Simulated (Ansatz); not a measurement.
# Dielectric response of SiC (10-10) films, part 5 of 6

How well do thin wurtzite SiC (10-10) films screen a perpendicular field?

Ansatz 0.2.0; plane-wave DFT, PBE, Ansatz PAW (the session's first sound run).

So far. Step 27 (Response with the atoms held, 24 atoms, units 6): The induced dipole is that of a conductor 14.70 Å thick. Step 28 (Field on, atoms free, 24 atoms, units 6, field 0.05 V/Å): The dipole is 0.0663 e·Å, and the gap on the mesh 1.522 eV.

### 29. Relaxing in the field, 24 atoms, units 6, field -0.05 V/Å

The opposite sign, again from the field-free geometry; the difference of the two cancels what relaxes without a field.

Contents of input.yaml:

```yaml
crystal:
  lattice:
    - [3.08, 0.0, 0.0]
    - [0.0, 5.05, 0.0]
    - [0.0, 0.0, 32.2259106328]
  atoms:
    - { symbol: Si, position: [0.0, 0.0218304488, 0.2859069411] }
    - { symbol: C, position: [0.0, 0.3637861677, 0.2805939005] }
    - { symbol: Si, position: [0.5, 0.4891574318, 0.3036769678] }
    - { symbol: C, position: [0.5, 0.8636528793, 0.3048905088] }
    - { symbol: Si, position: [0.5, 0.0037720378, 0.3619082265] }
    - { symbol: C, position: [0.5, 0.377537803, 0.3613656875] }
    - { symbol: Si, position: [0.0, 0.4985230356, 0.3888902813] }
    - { symbol: C, position: [0.0, 0.8757858605, 0.3889390447] }
    - { symbol: Si, position: [0.0, 0.0014347942, 0.4445627861] }
    - { symbol: C, position: [0.0, 0.3771015519, 0.4446327027] }
    - { symbol: Si, position: [0.5, 0.5005494077, 0.4723112551] }
    - { symbol: C, position: [0.5, 0.8768685001, 0.472185233] }
    - { symbol: Si, position: [0.5, 0.000549411, 0.5276887466] }
    - { symbol: C, position: [0.5, 0.3768685028, 0.5278147671] }
    - { symbol: Si, position: [0.0, 0.5014347981, 0.5554372156] }
    - { symbol: C, position: [0.0, 0.877101556, 0.5553672966] }
    - { symbol: Si, position: [0.0, -0.0014769524, 0.6111097196] }
    - { symbol: C, position: [0.0, 0.3757858731, 0.6110609536] }
    - { symbol: Si, position: [0.5, 0.5037720531, 0.6380917744] }
    - { symbol: C, position: [0.5, 0.8775378178, 0.6386343107] }
    - { symbol: Si, position: [0.5, -0.0108425425, 0.6963230335] }
    - { symbol: C, position: [0.5, 0.3636529031, 0.6951094888] }
    - { symbol: Si, position: [0.0, 0.52183047, 0.7140930596] }
    - { symbol: C, position: [0.0, 0.8637861917, 0.719406099] }
kpoints:
  mp_grid: { grid: [8, 6, 1] }
hamiltonian:
  xc: pbe
scf:
  occupations: { method: fixed }
  convergence: { dr2_threshold: 1.0e-10 }
efield:
  axis: 3
  dipole_correction: true
  ramp_position: 0.97
  ramp_width: 0.06
  amplitude: -0.05
relax:
  f_tol: 0.0006
  max_steps: 70
output:
  write_potential: true
  write_density: true
  volumetric_format: npy
```

Launch:

```
ansatz run input.yaml --threads 4 --pin off --max-ram 16384MiB --backend cpu --events-out ev --progress --plain --runs-dir out
```

Numbers of over 12 decimals in the logs are rounded to 6 here.

What it wrote:

```text
[...]
Crystal: 24 atoms, lattice volume = 501.242 Å³
Basis set: ecut = 420 eV, 9773 PW (Γ), exchange–correlation on 48×72×432 points (8 copies of the dense FFT grid, shifted against one another)
Bands: 72, of which v1, the nominal top of the filled ones, is band 48 counted from 1 (47 counted from 0)
Symmetry: 2 space group operations
k-points: 20 of 48 (time reversal used)
[...]
- { symbol: Si, position: [0.0, -0.00147385, 0.611102] }
    - { symbol: C, position: [0.0, 0.375791, 0.611066] }
    - { symbol: Si, position: [0.5, 0.503793, 0.638071] }
    - { symbol: C, position: [0.5, 0.877549, 0.638647] }
    - { symbol: Si, position: [0.5, -0.010804, 0.696320] }
    - { symbol: C, position: [0.5, 0.363699, 0.695110] }
    - { symbol: Si, position: [0.0, 0.521920, 0.714064] }
    - { symbol: C, position: [0.0, 0.863877, 0.719440] }
[key lines of the parts left out:]
SCF converged after 6 iterations
Free energy (F): -10641.210341 eV
Fermi energy:    1.937402 eV
Dipole field:    D = -0.023936 V/Å  (p = -0.066304 e·Å, saw-weighted, corrected)
```

The job ended after 90 s (4 threads of Arm Neoverse V1, shared host; peak memory 1.2 GiB; 5.9 min of CPU time).

The relaxation took 4 steps and lowered the energy by 7.8e-5 eV; the largest force on the free atoms ends at 3.5e-4 eV/Å.

The dipole is -0.0663 e·Å, and the gap on the mesh 1.522 eV.

### 30. Response with the atoms relaxed, 24 atoms, units 6

This step: plane-wave DFT, PBE, Ansatz PAW; response to a field along the normal, atoms relaxed (Ansatz 0.2.0).

Local field over the applied field, running mean. From the potentials at -0.05 and 0.05 V/Å; running mean over 2.667 Å, taken twice. The local field over applied field by z:

```csv
z (Å),local field over applied field
5.0,0.985
7.5,0.610
10.0,0.0849
12.5,0.0894
15.0,0.0959
17.5,0.0963
20.0,0.0855
22.5,0.0996
25.0,0.689
27.5,0.991
```

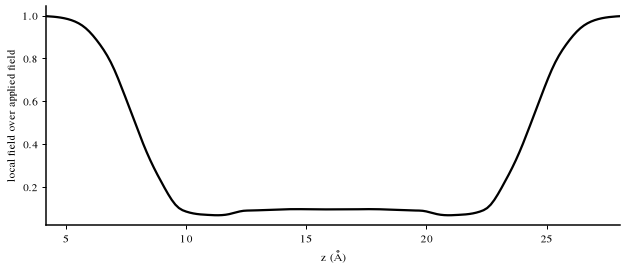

Local field over applied field, plotted against z.

The induced dipole is that of a conductor 15.43 Å thick.

### 31. Relaxation, 32 atoms, units 8

This step: plane-wave DFT, PBE, Ansatz PAW (Ansatz 0.2.0).

System of this step: SiC (10-10), 8 units. The cell holds 32 atoms: 16 Si and 16 C. Its edges and angles: a = 3.080 Å, b = 5.050 Å, c = 37.561 Å, α = 90.0°, β = 90.0°, γ = 90.0°. It derives from SiC (wurtzite SiC). Vacuum lies along c.

The next thickness, treated alike, so that differences show the interior and the faces cancel.

Contents of input.yaml:

```yaml
crystal:
  lattice:
    - [3.08, 0.0, 0.0]
    - [0.0, 5.05, 0.0]
    - [0.0, 0.0, 37.5606271201]
  atoms:
    - { symbol: Si, position: [0.0, 0.0, 0.2396126127] }
    - { symbol: C, position: [0.0, 0.375, 0.2396126127] }
    - { symbol: Si, position: [0.5, 0.5, 0.2632841934] }
    - { symbol: C, position: [0.5, 0.875, 0.2632841934] }
    - { symbol: Si, position: [0.5, 0.0, 0.3106273547] }
    - { symbol: C, position: [0.5, 0.375, 0.3106273547] }
    - { symbol: Si, position: [0.0, 0.5, 0.3342989354] }
    - { symbol: C, position: [0.0, 0.875, 0.3342989354] }
    - { symbol: Si, position: [0.0, 0.0, 0.3816420967] }
    - { symbol: C, position: [0.0, 0.375, 0.3816420967] }
    - { symbol: Si, position: [0.5, 0.5, 0.4053136774] }
    - { symbol: C, position: [0.5, 0.875, 0.4053136774] }
    - { symbol: Si, position: [0.5, 0.0, 0.4526568387] }
    - { symbol: C, position: [0.5, 0.375, 0.4526568387] }
    - { symbol: Si, position: [0.0, 0.5, 0.4763284193] }
    - { symbol: C, position: [0.0, 0.875, 0.4763284193] }
    - { symbol: Si, position: [0.0, 0.0, 0.5236715807] }
    - { symbol: C, position: [0.0, 0.375, 0.5236715807] }
    - { symbol: Si, position: [0.5, 0.5, 0.5473431613] }
    - { symbol: C, position: [0.5, 0.875, 0.5473431613] }
    - { symbol: Si, position: [0.5, 0.0, 0.5946863226] }
    - { symbol: C, position: [0.5, 0.375, 0.5946863226] }
    - { symbol: Si, position: [0.0, 0.5, 0.6183579033] }
    - { symbol: C, position: [0.0, 0.875, 0.6183579033] }
    - { symbol: Si, position: [0.0, 0.0, 0.6657010646] }
    - { symbol: C, position: [0.0, 0.375, 0.6657010646] }
    - { symbol: Si, position: [0.5, 0.5, 0.6893726453] }
    - { symbol: C, position: [0.5, 0.875, 0.6893726453] }
    - { symbol: Si, position: [0.5, 0.0, 0.7367158066] }
    - { symbol: C, position: [0.5, 0.375, 0.7367158066] }
    - { symbol: Si, position: [0.0, 0.5, 0.7603873873] }
    - { symbol: C, position: [0.0, 0.875, 0.7603873873] }
kpoints:
  mp_grid: { grid: [8, 6, 1] }
hamiltonian:
  xc: pbe
scf:
  occupations: { method: fixed }
  convergence: { dr2_threshold: 1.0e-09 }
efield:
  axis: 3
  dipole_correction: true
  ramp_position: 0.97
  ramp_width: 0.06
relax:
  f_tol: 0.003
  max_steps: 100
output:
  write_potential: true
  write_density: true
  volumetric_format: npy
```

What it wrote:

```text
[...]
Crystal: 32 atoms, lattice volume = 584.218 Å³
Basis set: ecut = 420 eV, 11359 PW (Γ), exchange–correlation on 48×72×512 points (8 copies of the dense FFT grid, shifted against one another)
Bands: 96, of which v1, the nominal top of the filled ones, is band 64 counted from 1 (63 counted from 0)
Symmetry: 2 space group operations
[...]
- { symbol: Si, position: [0.500000, 0.503425, 0.689851] }
    - { symbol: C, position: [0.500000, 0.877170, 0.690336] }
    - { symbol: Si, position: [0.500000, -0.011233, 0.739827] }
    - { symbol: C, position: [0.500000, 0.363272, 0.738769] }
    - { symbol: Si, position: [-7.209725967276431e-18, 0.521439, 0.755062] }
    - { symbol: C, position: [-1.0232548562391396e-18, 0.863389, 0.759632] }
[key lines of the parts left out:]
SCF converged after 6 iterations
Free energy (F): -14189.820169 eV
Fermi energy:    3.015022 eV
Dipole field:    D = -0.000000 V/Å  (p = -0.000000 e·Å, saw-weighted, corrected)
Work function:   Φ+ = 5.6185 eV   Φ− = 5.6184 eV
```

Run time: 4.5 min. Hardware: 4 threads; peak memory 1.7 GiB; 18 min of CPU time.

Running mean over 2.667 Å of the planar mean; the ramp of the sawtooth is left out. Table of electron's electrostatic potential energy less the highest filled level by z:

```csv
z (Å),electron's electrostatic potential energy less the highest filled level (eV)
5.0,5.62
7.5,3.42
10.0,-8.09
12.5,-7.67
15.0,-7.67
17.5,-7.68
20.0,-7.68
22.5,-7.67
25.0,-7.67
27.5,-8.15
30.0,3.08
32.5,5.62
```

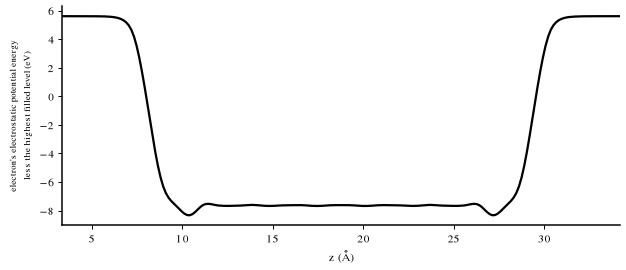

Electron's electrostatic potential energy less the highest filled level against z.

The relaxation took 8 steps and lowered the energy by 1.2 eV; the largest force on the free atoms ends at 6.1e-4 eV/Å.

The gap is 1.56 eV, with the valence edge 5.62 eV and the conduction edge 4.06 eV under the upper vacuum level.

### 32. The series together

Times are for 4 threads of Arm Neoverse V1, shared host. The runs compared:

```csv
no.,units,gap by band count (eV),"ionisation energy, upper face (eV)","electron affinity, upper face (eV)",time,memory (GiB)
1,3,1.416,5.418,4.002,44 s,0.75
2,4,1.467,5.525,4.058,68 s,0.91
3,5,1.526,5.579,4.053,1.7 min,1.1
4,6,1.555,5.610,4.055,2.4 min,1.3
5,8,1.562,5.618,4.057,4.5 min,1.7
```

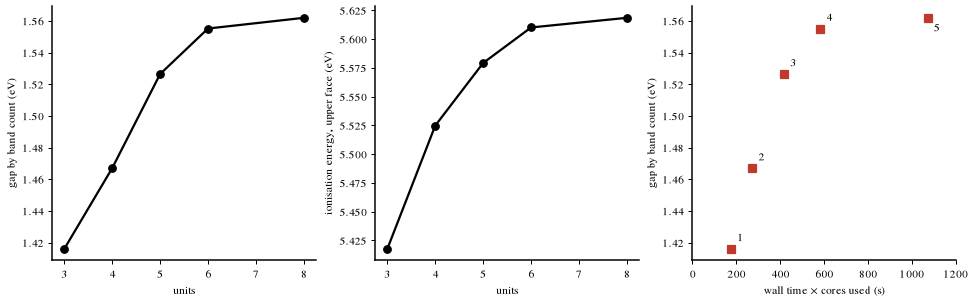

The series as plots; the last panel sets the first result against cost, with the runs numbered as in the table.

The valence density, planar mean (3) oscillates, so the rows of the table below give means over windows of 2.5 Å about each position, cut where the curve ends. Its maxima inside the range that stand out by 2 % of the span (Å: e/Å³): 9.4: 0.576, 12.1: 0.544, 14.8: 0.575. Its minima: 10.8: 0.235, 13.5: 0.235.

The runs together. Valence density, planar mean against z; means over each step:

```csv
z (Å),3 (e/Å³),4 (e/Å³),5 (e/Å³),6 (e/Å³),8 (e/Å³)
2.5,0,0,0,0,0
5.0,7.8e-5,8.1e-5,8.5e-5,8.5e-5,8.9e-5
7.5,0.0635,0.0646,0.0660,0.0668,0.0686
10.0,0.399,0.399,0.399,0.399,0.399
12.5,0.389,0.390,0.390,0.390,0.389
15.0,0.374,0.392,0.392,0.392,0.392
17.5,0.00872,0.386,0.393,0.393,0.393
20.0,9.8e-6,0.0143,0.394,0.393,0.393
22.5,0,1.6e-5,0.0227,0.399,0.392
```

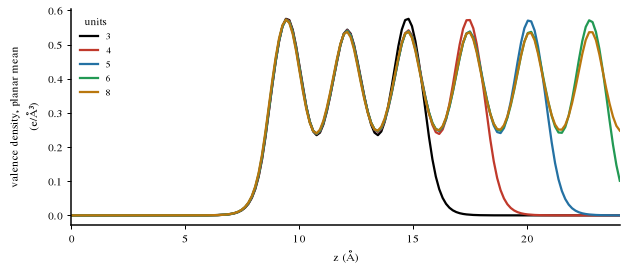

Valence density, planar mean, plotted against z.

### 33. Single point on the relaxed film, 32 atoms, units 8

The next thickness, treated alike, so that differences show the interior and the faces cancel.

Contents of input.yaml:

```yaml
crystal:
  lattice:
    - [3.08, 0.0, 0.0]
    - [0.0, 5.05, 0.0]
    - [0.0, 0.0, 37.5606271201]
  atoms:
    - { symbol: Si, position: [0.0, 0.0214386262, 0.2449376951] }
    - { symbol: C, position: [0.0, 0.3633886309, 0.2403683855] }
    - { symbol: Si, position: [0.5, 0.4887673503, 0.2601731884] }
    - { symbol: C, position: [0.5, 0.8632717048, 0.2612308839] }
    - { symbol: Si, position: [0.5, 0.0034253738, 0.3101487214] }
    - { symbol: C, position: [0.5, 0.3771703825, 0.3096639057] }
    - { symbol: Si, position: [0.0, 0.4981282919, 0.333278964] }
    - { symbol: C, position: [0.0, 0.8754197487, 0.3333503151] }
    - { symbol: Si, position: [0.0, 0.0011662026, 0.3810706951] }
    - { symbol: C, position: [0.0, 0.3767784367, 0.3810874795] }
    - { symbol: Si, position: [0.5, 0.5000655224, 0.4048540794] }
    - { symbol: C, position: [0.5, 0.8764877142, 0.4047955319] }
    - { symbol: Si, position: [0.5, 0.0006272019, 0.4523779899] }
    - { symbol: C, position: [0.5, 0.3767344323, 0.4524189533] }
    - { symbol: Si, position: [0.0, 0.5004506771, 0.4762480393] }
    - { symbol: C, position: [0.0, 0.8766796649, 0.4762089403] }
    - { symbol: Si, position: [0.0, 0.0004506771, 0.5237519615] }
    - { symbol: C, position: [0.0, 0.3766796662, 0.5237910618] }
    - { symbol: Si, position: [0.5, 0.5006272041, 0.5476220108] }
    - { symbol: C, position: [0.5, 0.8767344336, 0.5475810485] }
    - { symbol: Si, position: [0.5, 6.5526e-05, 0.5951459205] }
    - { symbol: C, position: [0.5, 0.3764877174, 0.5952044684] }
    - { symbol: Si, position: [0.0, 0.5011662069, 0.6189293044] }
    - { symbol: C, position: [0.0, 0.8767784408, 0.6189125204] }
    - { symbol: Si, position: [0.0, -0.0018717032, 0.6667210352] }
    - { symbol: C, position: [0.0, 0.3754197543, 0.6666496843] }
    - { symbol: Si, position: [0.5, 0.5034253809, 0.6898512778] }
    - { symbol: C, position: [0.5, 0.8771703893, 0.6903360938] }
    - { symbol: Si, position: [0.5, -0.0112326427, 0.739826811] }
    - { symbol: C, position: [0.5, 0.3632717124, 0.7387691158] }
    - { symbol: Si, position: [0.0, 0.5214386365, 0.7550623039] }
    - { symbol: C, position: [0.0, 0.8633886393, 0.7596316141] }
kpoints:
  mp_grid: { grid: [8, 6, 1] }
hamiltonian:
  xc: pbe
scf:
  occupations: { method: fixed }
  convergence: { dr2_threshold: 1.0e-09 }
efield:
  axis: 3
  dipole_correction: true
  ramp_position: 0.97
  ramp_width: 0.06
output:
  eigenvalues: true
  dos: { projected: true, e_range: [-7, 7] }
  write_potential: true
  write_density: true
  volumetric_format: npy
checkpoint:
  write: end8.run
  compress: false
  write_wavefunctions: false
```

What it wrote:

```text
[...]
Crystal: 32 atoms, lattice volume = 584.218 Å³
Basis set: ecut = 420 eV, 11359 PW (Γ)
Bands: 96, of which v1, the nominal top of the filled ones, is band 64 counted from 1 (63 counted from 0)
Symmetry: 2 space group operations
k-points: 20 of 48 (time reversal used)
[...]
k-point 0: bands = [... 60 lower, 2.9167, 2.9510, 2.9959, 3.0151, 5.7152, 5.7286, 5.8994, 6.0770, ... 28 higher]
  k-point 1: bands = [... 60 lower, 2.7797, 2.7880, 2.8128, 2.9033, 5.7022, 5.7047, 5.9771, 6.0988, ... 28 higher]
  k-point 2: bands = [... 60 lower, 2.4681, 2.6164, 2.7600, 2.7883, 5.4829, 5.4843, 6.0906, 6.1740, ... 28 higher]
  k-point 19: bands = [... 60 lower, 1.0547, 1.0547, 2.7701, 2.7701, 4.5770, 4.5770, 6.4524, 6.4524, ... 28 higher]
[key lines of the parts left out:]
SCF converged after 10 iterations
Free energy (F): -14189.820114 eV
Fermi energy:    3.015052 eV
Dipole field:    D = -0.000001 V/Å  (p = -0.000004 e·Å, saw-weighted, corrected)
Work function:   Φ+ = 5.6185 eV   Φ− = 5.6184 eV
```

It took 64 s on 4 threads; peak memory 2.1 GiB; 4.2 min of CPU time.

Running mean over 2.667 Å of the planar mean; the ramp of the sawtooth is left out. The electron's electrostatic potential energy less the highest filled level by z:

```csv
z (Å),electron's electrostatic potential energy less the highest filled level (eV)
4,5.62
6,5.58
8,0.0557
10,-8.09
12,-7.64
14,-7.61
16,-7.63
18,-7.64
20,-7.68
22,-7.63
24,-7.62
26,-7.54
28,-7.54
30,3.08
32,5.61
34,5.62
```

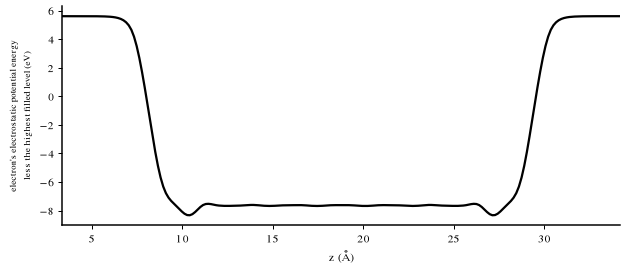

Electron's electrostatic potential energy less the highest filled level against z.

The gap is 1.56 eV, with the valence edge 5.62 eV and the conduction edge 4.06 eV under the upper vacuum level.

### 34. Single point, 32 atoms, units 8, field 0.05 V/Å

input.yaml, as its differences from that of step 33:

```diff
@@ -44,3 +44,3 @@
   occupations: { method: fixed }
-  convergence: { dr2_threshold: 1.0e-09 }
+  convergence: { dr2_threshold: 1.0e-10 }
 efield:
@@ -50,5 +50,4 @@
   ramp_width: 0.06
+  amplitude: 0.05
 output:
-  eigenvalues: true
-  dos: { projected: true, e_range: [-7, 7] }
   write_potential: true
@@ -56,5 +55 @@
   volumetric_format: npy
-checkpoint:
-  write: end8.run
-  compress: false
-  write_wavefunctions: false
```

What it wrote:

```text
[...]
Crystal: 32 atoms, lattice volume = 584.218 Å³
Basis set: ecut = 420 eV, 11359 PW (Γ)
Bands: 96, of which v1, the nominal top of the filled ones, is band 64 counted from 1 (63 counted from 0)
Symmetry: 2 space group operations
k-points: 20 of 48 (time reversal used)
[...]
k-point 0: bands = [... 60 lower, 2.9122, 2.9188, 3.0239, 3.0317, 5.6565, 5.7842, 5.8953, 6.0805, ... 28 higher]
  k-point 1: bands = [... 60 lower, 2.7371, 2.7843, 2.8576, 2.9111, 5.6336, 5.7728, 5.9679, 6.1051, ... 28 higher]
  k-point 2: bands = [... 60 lower, 2.4653, 2.6229, 2.7151, 2.8337, 5.4130, 5.5538, 6.0854, 6.1724, ... 28 higher]
  k-point 19: bands = [... 60 lower, 1.0314, 1.1007, 2.7055, 2.8345, 4.5135, 4.6403, 6.4459, 6.4546, ... 28 higher]
[key lines of the parts left out:]
SCF converged after 14 iterations
Free energy (F): -14189.822186 eV
Fermi energy:    3.039051 eV
Dipole field:    D = 0.025673 V/Å  (p = 0.082888 e·Å, saw-weighted, corrected)
```

Elapsed: 70 s, on 4 threads; peak memory 2.1 GiB.

The dipole is 0.0829 e·Å, and the gap on the mesh 1.474 eV.

### 35. Atoms held, 32 atoms, units 8, field -0.05 V/Å

input.yaml, as its differences from that of step 34:

```diff
@@ -50,3 +50,3 @@
   ramp_width: 0.06
-  amplitude: 0.05
+  amplitude: -0.05
 output:
```

What it wrote:

```text
[...]
Crystal: 32 atoms, lattice volume = 584.218 Å³
Basis set: ecut = 420 eV, 11359 PW (Γ)
Bands: 96, of which v1, the nominal top of the filled ones, is band 64 counted from 1 (63 counted from 0)
Symmetry: 2 space group operations
k-points: 20 of 48 (time reversal used)
[...]
k-point 0: bands = [... 60 lower, 2.9122, 2.9188, 3.0239, 3.0317, 5.6565, 5.7842, 5.8953, 6.0805, ... 28 higher]
  k-point 1: bands = [... 60 lower, 2.7371, 2.7843, 2.8576, 2.9111, 5.6336, 5.7728, 5.9679, 6.1051, ... 28 higher]
  k-point 2: bands = [... 60 lower, 2.4653, 2.6229, 2.7151, 2.8337, 5.4130, 5.5538, 6.0854, 6.1724, ... 28 higher]
  k-point 19: bands = [... 60 lower, 1.0314, 1.1007, 2.7055, 2.8345, 4.5135, 4.6403, 6.4459, 6.4546, ... 28 higher]
[key lines of the parts left out:]
SCF converged after 14 iterations
Free energy (F): -14189.822186 eV
Fermi energy:    3.039050 eV
Dipole field:    D = -0.025673 V/Å  (p = -0.082888 e·Å, saw-weighted, corrected)
```

Wall time 71 s (4 threads); peak memory 2.1 GiB.

The dipole is -0.0829 e·Å, and the gap on the mesh 1.474 eV.

### 36. Response with the atoms held, 32 atoms, units 8

This step: plane-wave DFT, PBE, Ansatz PAW; response to a field along the normal, atoms held (Ansatz 0.2.0).

Local field over the applied field, running mean. From the potentials at -0.05 and 0.05 V/Å; running mean over 2.667 Å, taken twice. Table of local field over applied field by z:

```csv
z (Å),local field over applied field
5.0,0.984
7.5,0.624
10.0,0.133
12.5,0.129
15.0,0.140
17.5,0.143
20.0,0.143
22.5,0.140
25.0,0.129
27.5,0.130
30.0,0.607
32.5,0.983
```

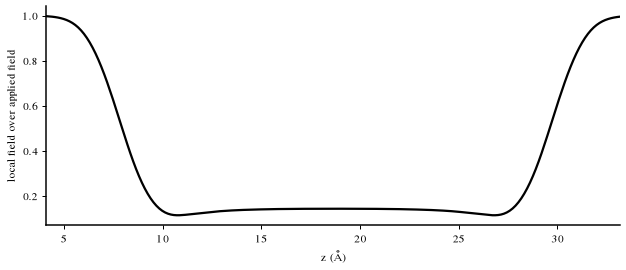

Local field over applied field, plotted against z.

The induced dipole is that of a conductor 19.29 Å thick.

### 37. Electronic ε from the series

This step: plane-wave DFT, PBE, Ansatz PAW; permittivity from the thickness series, atoms held (Ansatz 0.2.0).

Each added layer adds t(1 − 1/ε) to the dipole term, so the slope against thickness gives ε without a choice of where the film ends.

Numbers from this step:

```yaml
slope: 0.8545
intercept_of_the_fit: 2.617 Å
eps_of_the_interior: 6.873
```

Equivalent conductor thickness against distance between the outer atoms:

```csv
distance between the outer atoms (Å),equivalent conductor thickness (Å)
6.09,7.83
8.78,10.1
11.46,12.4
14.14,14.7
19.50,19.3
```

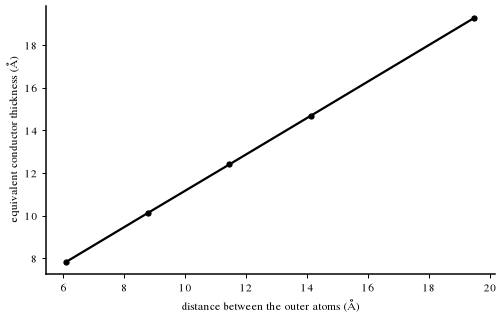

Equivalent conductor thickness against distance between the outer atoms.

By hand, from the thinnest and the thickest film: slope = (19.286 − 7.826) / (19.504 − 6.095) = 0.855, so ε = 1/(1 − 0.855) = 6.88.

[end of part 5 of 6]

[Logs are printed without paths, hosts, clocks, repeated set-up lines and the standing remarks that a program may print on its own settings, such as how far it seeks lower states.]

[Hosts, paths, dates, database ids (printed as entryN), source tags and the programs' standing remarks are cut or masked in the printed files.]

[Maps of the electrostatic potential energy from Ansatz leave out the sawtooth potential of an applied field or a dipole correction, so their vacuum need not be flat; planar profiles and work functions include it.]
